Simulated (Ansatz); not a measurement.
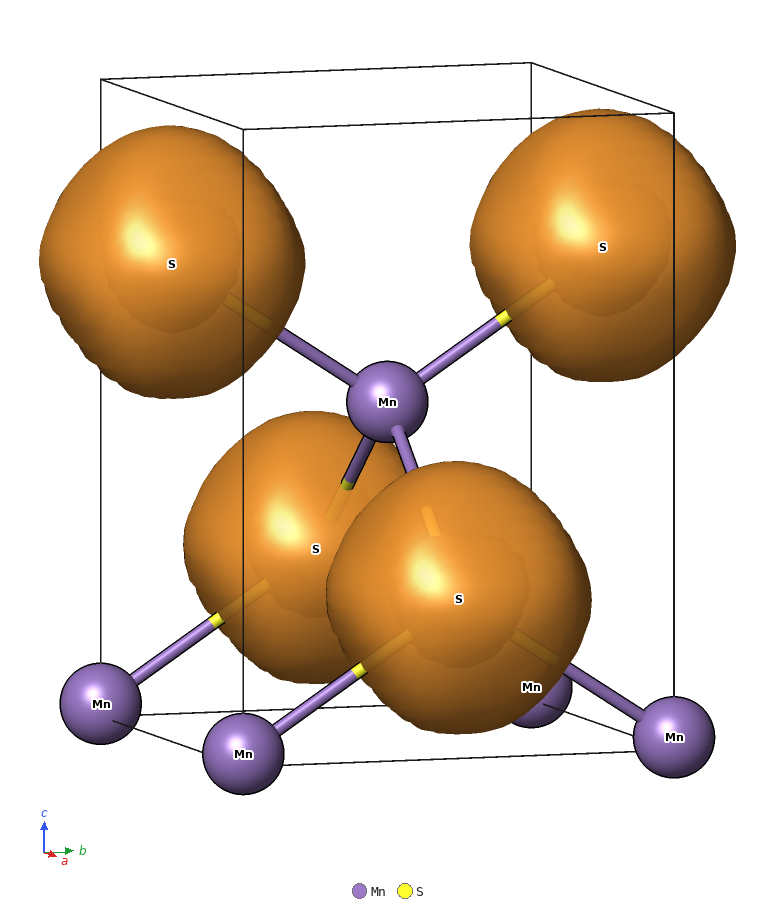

The picture shows: MnS. Isosurface of the ELF at 0.75 (orange), seen slightly off an axis. Only the valence region is drawn (cores and ρ < 0.01 e/Å³ removed). Sticks mark near contacts.

Space group Imm2; changed on purpose from its base cell (all Mn atoms moved +0.113 Å, as atom 1 along Cartesian [1 0 0]); not relaxed (largest force 0.6 eV/Å); computed pressure about 2 GPa in this cell; spin-polarised.

Level of theory: Ansatz 0.2.0, DFT r2SCAN, scalar-relativistic, plane waves, PAW.

Core electrons are frozen (PAW), and the valence fields are smoothed inside the atomic spheres.

### What do the ELF domains correspond to?

The ELF exceeds this value in two regions wrapped around S (the valence shell of each), counted in one cell of 4 atoms. Any copies at cell faces, edges or corners count once.

Values along the shortest contacts:
Mn–S (2.36 Å): the ELF peaks at about 0.90 in the valence shell of S, 0.8 Å from its nucleus, and is about 0.50 at the midpoint. Mn–S (2.49 Å): the ELF peaks at about 0.90 in the valence shell of S, 0.8 Å from its nucleus, and is about 0.50 at the midpoint.
